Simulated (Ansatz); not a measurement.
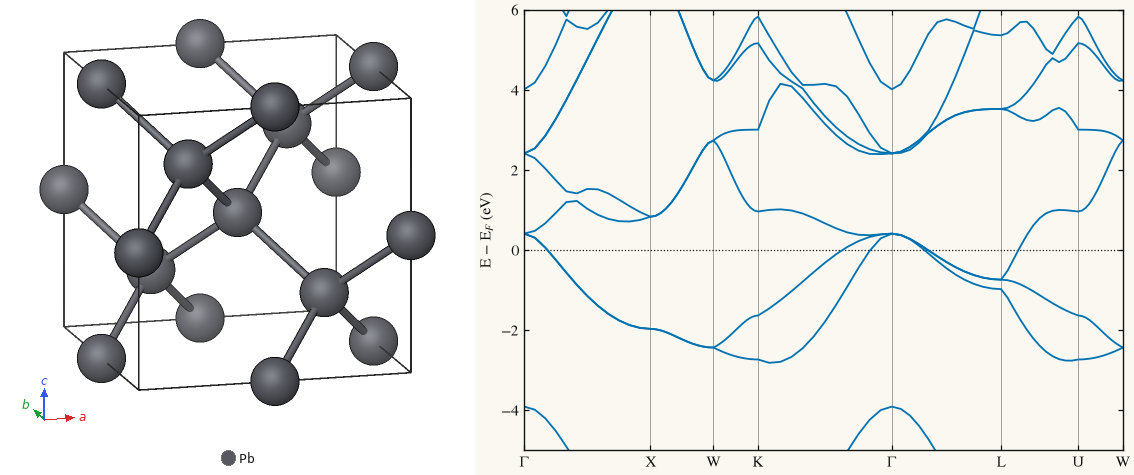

Band structure, beside the structure. Energies are counted from the Fermi level. The path runs straight from each named point to the next.

This input was run:

```yaml
crystal:
  lattice:
    - [0.0, 3.4390000555, 3.4390000555]
    - [3.4390000555, 0.0, 3.4390000555]
    - [3.4390000555, 3.4390000555, 0.0]
  atoms:
    - { symbol: Pb, position: [0.25, 0.25, 0.25] }
    - { symbol: Pb, position: [0.0, 0.0, 0.0] }
kpoints:
  mp_grid: { grid: [7, 7, 7] }
  band_path:
    path:
      - [0.0, 0.0, 0.0]
      - [0.5, 0.0, 0.5]
      - [0.5, 0.25, 0.75]
      - [0.375, 0.375, 0.75]
      - [0.0, 0.0, 0.0]
      - [0.5, 0.5, 0.5]
      - [0.625, 0.25, 0.625]
      - [0.5, 0.25, 0.75]
    npoints: 12
scf:
  occupations: { method: fermi_dirac, width: 0.05 }
hamiltonian:
  xc: pbesol
  pseudopotentials: { kind: all_electron, lapw: { basis_error: 0.001 } }
output:
  forces: true
  stress: true
  eigenvalues: true
```

System: diamond-type Pb, space group Fd-3m (No. 227), 2 atoms in the primitive cell.

Level of theory: PBEsol, all-electron LAPW, no spin polarisation, no spin-orbit coupling, 7×7×7 k mesh, Fermi-Dirac smearing of 0.05 eV; code Ansatz 0.2.0.

Does this material conduct, going by its bands?

A metal: 3 bands cross the Fermi level along this path.

On which lines of the path do bands cross the Fermi level?

Bands cross the Fermi level on Γ–X, K–Γ, Γ–L and L–U, and not on X–W, W–K and U–W.

Which levels at Γ lie nearest to the Fermi level?

At Γ the nearest levels lie 3.92 eV below and 0.40 eV above the Fermi level.

Spin-orbit coupling is left out, which matters for Pb. This isn't the form of Pb at room conditions, which is fcc. Bands are joined in order of energy, so crossings between the computed points show as kinks or gaps.
